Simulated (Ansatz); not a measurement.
```xyz
25
Lattice="-4.3102 0.0000 -5.2814 5.1897 5.2419 -0.0244 5.1897 -5.2419 -0.0244" Properties=species:S:1:pos:R:3 pbc="T T T"
Zr   -3.0555    0.3336   -4.2360
Zr    2.1244    0.2467   -4.1905
Zr    4.4140   -2.3610   -3.7759
Zr    4.4118    2.8520   -3.8111
Zr    3.9883   -0.2053   -1.1304
Zr    9.0861   -0.1795   -1.1019
Zr    1.6644   -2.7842   -1.5422
Zr    1.7198    2.2979   -1.4905
O     2.8534   -1.2398   -2.7528
O     2.5342    4.0777   -2.7164
O    -1.4539    1.3443   -5.1781
O     3.6952    1.3647   -5.1884
O     3.2497   -3.9168   -2.5412
O     3.2823    1.3326   -2.5371
O     2.3612   -1.3089   -0.1092
O     7.5673   -1.3609   -0.1317
O     0.8967   -3.4772   -3.4584
O     0.8857    1.6662   -3.3912
O     5.6368   -0.8910   -4.5647
O     0.4504   -0.9354   -4.5654
O     5.3331   -1.5605   -1.9683
O     5.0645    3.6068   -1.9467
O     5.6532    0.9897   -0.8028
O     0.4042    0.9966   -0.7532
H     6.6988   -1.0654   -2.5170
```

These are results of DFT PBE, scalar-relativistic, plane waves, PAW in Ansatz 0.2.0, not measurements.

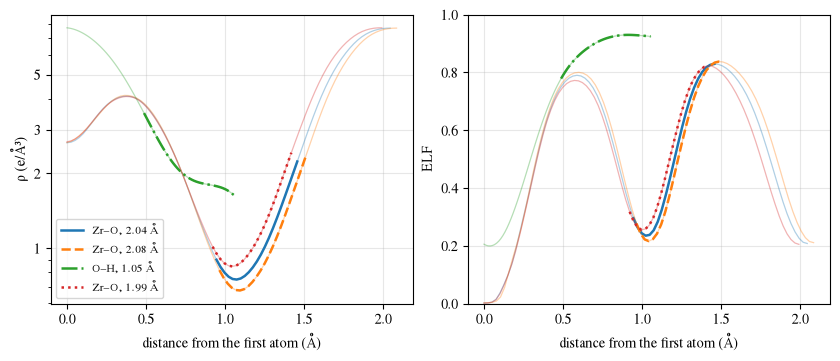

Zr$_{8}$HO$_{16}$ (cell charge +1, with a compensating background) (cell with a defect). Valence pseudo-density and electron localisation function along straight lines between neighbouring atoms. Thin, pale parts lie inside the atomic spheres.

Core electrons are frozen (PAW), and the valence fields are smoothed inside the atomic spheres.

What can be read from the curves?

Zr–O (2.04 Å): the density is about 0.77 e/Å³ at the midpoint; the ELF peaks at about 0.85 in the valence shell of O, 0.6 Å from its nucleus, and drops to about 0.25 between the two atoms (no localised pair shows between them).
Zr–O (2.08 Å): ρ is about 0.69 e/Å³ halfway; the ELF peaks at about 0.85 in the valence shell of O, 0.6 Å from its nucleus, and drops to about 0.20 between the two atoms; no shared electron pair shows on this line.
O–H (1.05 Å): ρ is about 3.1 e/Å³ halfway; the ELF climbs to about 0.95 towards the hydrogen, as it does in any bond to H: a covalent bond by its length.
Zr–O (1.99 Å): ρ is about 0.87 e/Å³ halfway; the ELF peaks at about 0.80 in the valence shell of O, 0.6 Å from its nucleus, and drops to about 0.25 between the two atoms (no localised pair shows between them).
